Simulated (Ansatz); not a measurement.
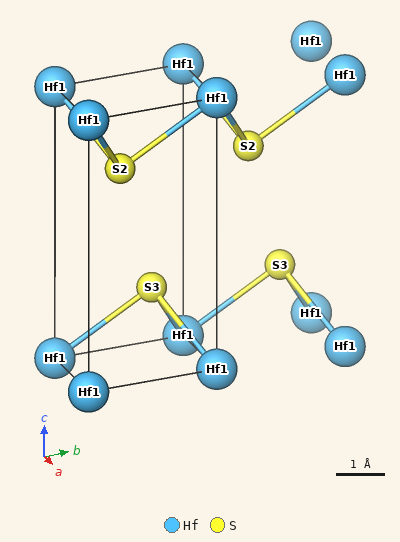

The structure (ball-and-stick view of the cell of the calculation, repeated 1 × 2 × 1, seen slightly off an axis; atoms are numbered from 1 in the order of the input). An atom can appear more than once, as a periodic image. Near neighbours in the periodic cell (some may lie outside the picture): Hf has 6 S at 2.55 Å; S has 3 Hf at 2.55 Å.

**From HfS2 to ZrS2**

System: HfS2 (3 atoms in the cell).
Method of run 1: DFT PBEsol, scalar-relativistic, plane waves, PAW, no spin polarisation (Ansatz 0.2.0).
System of run 2: ZrS2 (P-3m1, 3 atoms in the cell).

On run 1: The structure was made by swapping elements on the sites of another compound; it need not be a known phase. On run 2: The structure derives from a Materials Project entry. Text and figures count atoms from 1; the logs count them from 0 in places.

**Input, run 1**
```yaml
crystal:
  lattice:
    - [3.6273720879, 0.0, 0.0]
    - [-1.8136860439, 3.1413963771, 0.0]
    - [0.0, 0.0, 5.886760863]
  atoms:
    - { symbol: Hf, position: [0.0, 0.0, 0.0] }
    - { symbol: S, position: [0.6666666667, 0.3333333333, 0.7531560872] }
    - { symbol: S, position: [0.3333333333, 0.6666666667, 0.2468439128] }
basis:
  ecutwfc: 420
kpoints:
  mp_grid: { grid: [6, 6, 4] }
hamiltonian:
  xc: pbesol
scf:
  occupations: { method: gaussian, width: 0.1 }
output:
  forces: true
  stress: true
  eigenvalues: true
```

Command:
```bash
ansatz run input.yaml --threads 2 --pin off --max-ram 5120MiB --backend cpu --events-out ev --progress --plain --runs-dir out
```

Hardware: 2 threads of Arm Neoverse V1, 24 GiB of memory available, shared host.

**Output, shortened to warnings, some set-up lines, iterations and results (run 1)**
```
Basis set: ecut = 420 eV, 1303 PW (Γ), exchange–correlation on 50×50×80 points (8 copies of the dense FFT grid, shifted against one another)
Symmetry: 12 space group operations
k-points: 24 of 144
Initial density: superposition of atomic densities (neutral atoms: chi_scale 0, normalization atom), corrected by the library's trained network
[...]
SCF iter   1: F=—  HF=-17372.558174 eV  |F-HF|=—  |Δ(HF+E_count)|=         —  Δρ=5.29e-3  dr2=3.82e-2  ethr=1.77e-3  ⟨swp⟩=5.0  Hψ=2281  notcnv=0
SCF iter   2: F=—  HF=-17372.550641 eV  |F-HF|=—  |Δ(HF+E_count)|=   7.53e-3  Δρ=1.63e-3  dr2=2.03e-3  ethr=1.01e-4  ⟨swp⟩=1.6  Hψ=790  notcnv=0
SCF iter   3: F=—  HF=-17372.550553 eV  |F-HF|=—  |Δ(HF+E_count)|=   8.78e-5  Δρ=6.81e-4  dr2=3.13e-4  ethr=5.34e-6  ⟨swp⟩=2.0  Hψ=900  notcnv=0
SCF iter   4: F=—  HF=-17372.550596 eV  |F-HF|=—  |Δ(HF+E_count)|=   4.28e-5  Δρ=3.40e-4  dr2=1.14e-4  ethr=8.24e-7  ⟨swp⟩=2.1  Hψ=920  notcnv=0
SCF iter   5: F=—  HF=-17372.550625 eV  |F-HF|=—  |Δ(HF+E_count)|=   2.88e-5  Δρ=9.56e-5  dr2=5.61e-6  ethr=3.01e-7  ⟨swp⟩=2.0  Hψ=910  notcnv=0
SCF iter   6: F=—  HF=-17372.550673 eV  |F-HF|=—  |Δ(HF+E_count)|=   4.86e-5  Δρ=3.29e-5  dr2=9.39e-7  ethr=1.48e-8  ⟨swp⟩=2.0  Hψ=1008  notcnv=0
SCF iter   7: F=-17372.550674 eV  HF=-17372.550674 eV  |F-HF|=5.80e-8  |Δ(HF+E_count)|=   6.15e-7  Δρ=5.92e-6  dr2=4.45e-8  ethr=2.63e-10  ⟨swp⟩=3.1  Hψ=2461  notcnv=0
SCF 1 converged in 7 iterations: F = -17372.550674 eV  dr2 = 4.45e-8
SCF converged after 7 iterations
Free energy (F): -17372.550674 eV
Harris-Foulkes:  -17372.550674 eV  (|F-HF|=5.80e-8)
Internal energy: -17372.550674 eV  (E = F + TS)
E sigma→0 (E₀):  -17372.550674 eV
Fermi energy:    9.433706 eV
--- Per-component energies (eV) ---
  E_band       = -212.676908
  E_kinetic    = 633.330542
  E_local      = -8193.009809  (includes V_loc(G=0)·N_el)
  E_nonlocal   = -1180.996939
  E_hartree    = 3777.703932
  E_xc         = -489.135082
  E_vxc        = -439.627701  (∫ρ·V_xc dr)
  E_paw        = -7974.588139  (= ΣΔE_a)
  E_vpaw       = 1412.215250  (= ΣTr[D̂ρ^β])
  E_aug_tail   = 0.000002  (compensation charges beyond the density's cutoff)
  E_ewald      = -3947.230171
  E_core_change = 1.374990  (= ΣΔE_core)
  E_smearing   = -0.000000  (= −TS)
  E_closure    = -0.000000  (closes the sum)
  Σ components = -17372.550674   (vs F -17372.550674, Δ=0.00e0)
--- Forces (eV/Å), atoms counted from 1 ---
  atom   1  Hf    -0.00000000    -0.00000000     0.00000000
  atom   2  S     -0.00000000     0.00000000     0.25232255
  atom   3  S      0.00000000    -0.00000000    -0.25232255
  max |Σ_I F_I| component: 2.78e-17 eV/Å
--- Stress (GPa, compression-positive) ---
       -2.293211      -0.000000      -0.000000
       -0.000000      -2.293211       0.000000
       -0.000000       0.000000      -1.517797
  P = ⅓ Tr σ = -2.0347 GPa (-20.347 kbar)
```

For run 2 the input was changed thus:
```diff
-    - [3.6273720879, 0.0, 0.0]
-    - [-1.8136860439, 3.1413963771, 0.0]
-    - [0.0, 0.0, 5.886760863]
+    - [3.6913825498, 0.0, 0.0]
+    - [-1.8456912749, 3.1968310632, 0.0]
+    - [0.0, 0.0, 6.04107701]
-    - { symbol: Hf, position: [0.0, 0.0, 0.0] }
-    - { symbol: S, position: [0.6666666667, 0.3333333333, 0.7531560872] }
-    - { symbol: S, position: [0.3333333333, 0.6666666667, 0.2468439128] }
+    - { symbol: Zr, position: [0.0, 0.0, 0.0] }
+    - { symbol: S, position: [0.66666667, 0.33333333, 0.76209003] }
+    - { symbol: S, position: [0.33333333, 0.66666667, 0.23790997] }
```

Predict how the results change.

The total energies belong to different systems, so their difference says nothing on which is more stable or more accurate. The gap on the mesh goes from 0.91 to 1.00 eV. The pressure goes from −2.03 to −2.47 GPa. The largest force goes from 0.252 to 0.159 eV/Å. The volume per atom goes from 22.36 to 23.76 Å³. The SCF takes 6 iterations against 7. The plane waves at Γ go from 1303 to 1389.

**Output, shortened to warnings, some set-up lines, iterations and results (run 2)**
```
Basis set: ecut = 420 eV, 1389 PW (Γ), exchange–correlation on 50×50×90 points (8 copies of the dense FFT grid, shifted against one another)
Symmetry: 12 space group operations
k-points: 24 of 144
Initial density: superposition of atomic densities (neutral atoms: chi_scale 0, normalization atom), corrected by the library's trained network
[...]
SCF iter   1: F=—  HF=-5903.129116 eV  |F-HF|=—  |Δ(HF+E_count)|=         —  Δρ=4.96e-3  dr2=3.94e-2  ethr=1.77e-3  ⟨swp⟩=5.2  Hψ=2096  notcnv=0
SCF iter   2: F=—  HF=-5903.121587 eV  |F-HF|=—  |Δ(HF+E_count)|=   7.53e-3  Δρ=1.57e-3  dr2=1.75e-3  ethr=1.64e-4  ⟨swp⟩=1.0  Hψ=576  notcnv=0
SCF iter   3: F=—  HF=-5903.121500 eV  |F-HF|=—  |Δ(HF+E_count)|=   8.74e-5  Δρ=8.01e-4  dr2=4.71e-4  ethr=7.30e-6  ⟨swp⟩=2.0  Hψ=566  notcnv=0
SCF iter   4: F=—  HF=-5903.121544 eV  |F-HF|=—  |Δ(HF+E_count)|=   4.48e-5  Δρ=1.25e-4  dr2=1.08e-5  ethr=1.96e-6  ⟨swp⟩=2.8  Hψ=701  notcnv=0
SCF iter   5: F=—  HF=-5903.121556 eV  |F-HF|=—  |Δ(HF+E_count)|=   1.17e-5  Δρ=2.95e-5  dr2=9.04e-7  ethr=4.50e-8  ⟨swp⟩=2.0  Hψ=519  notcnv=0
SCF iter   6: F=-5903.121558 eV  HF=-5903.121558 eV  |F-HF|=6.28e-8  |Δ(HF+E_count)|=   1.51e-6  Δρ=7.28e-6  dr2=6.92e-8  ethr=4.17e-10  ⟨swp⟩=6.0  Hψ=1884  notcnv=0
SCF 1 converged in 6 iterations: F = -5903.121558 eV  dr2 = 6.92e-8
SCF converged after 6 iterations
Free energy (F): -5903.121558 eV
Harris-Foulkes:  -5903.121558 eV  (|F-HF|=6.28e-8)
Internal energy: -5903.121558 eV  (E = F + TS)
E sigma→0 (E₀):  -5903.121558 eV
Fermi energy:    6.823065 eV
--- Per-component energies (eV) ---
  E_band       = -180.321272
  E_kinetic    = 544.898574
  E_local      = -1386.063659  (includes V_loc(G=0)·N_el)
  E_nonlocal   = 136.534256
  E_hartree    = 489.949208
  E_xc         = -352.816816
  E_vxc        = -365.123662  (∫ρ·V_xc dr)
  E_paw        = -4067.629485  (= ΣΔE_a)
  E_vpaw       = -90.471932  (= ΣTr[D̂ρ^β])
  E_aug_tail   = 0.000026  (compensation charges beyond the density's cutoff)
  E_ewald      = -1268.283280
  E_core_change = 0.289619  (= ΣΔE_core)
  E_smearing   = -0.000000  (= −TS)
  E_closure    = 0.000000  (closes the sum)
  Σ components = -5903.121558   (vs F -5903.121558, Δ=0.00e0)
--- Forces (eV/Å), atoms counted from 1 ---
  atom   1  Zr     0.00000000    -0.00000000     0.00000000
  atom   2  S      0.00000000     0.00000000     0.15947214
  atom   3  S      0.00000000    -0.00000000    -0.15947214
  max |Σ_I F_I| component: 9.25e-18 eV/Å
--- Stress (GPa, compression-positive) ---
       -3.014062       0.000000       0.000000
        0.000000      -3.014062       0.000000
        0.000000       0.000000      -1.389438
  P = ⅓ Tr σ = -2.4725 GPa (-24.725 kbar)
```

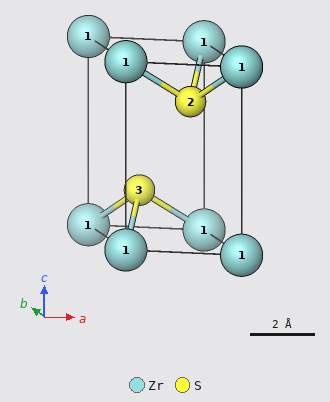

The input structure of run 2 (ball-and-stick view of the cell of the calculation, seen slightly off an axis; atoms are numbered from 1 in the order of the input). An atom can appear more than once, as a periodic image.

**The two runs side by side**

```tsv
quantity	run 1	run 2
outcome	converged	converged
free energy per atom (eV)	−5790.8502	−1967.7072
gap on the mesh (eV)	0.91	1.00
pressure (GPa)	−2.03	−2.47
volume per atom (Å³)	22.36	23.76
largest force (eV/Å)	0.252	0.159
SCF iterations	7	6
irreducible k-points	24	24
plane waves at Γ	1303	1389
wall time (shared host)	1.4 s	1.1 s
```

For run 1: Spin–orbit coupling is left out, which matters for Hf.
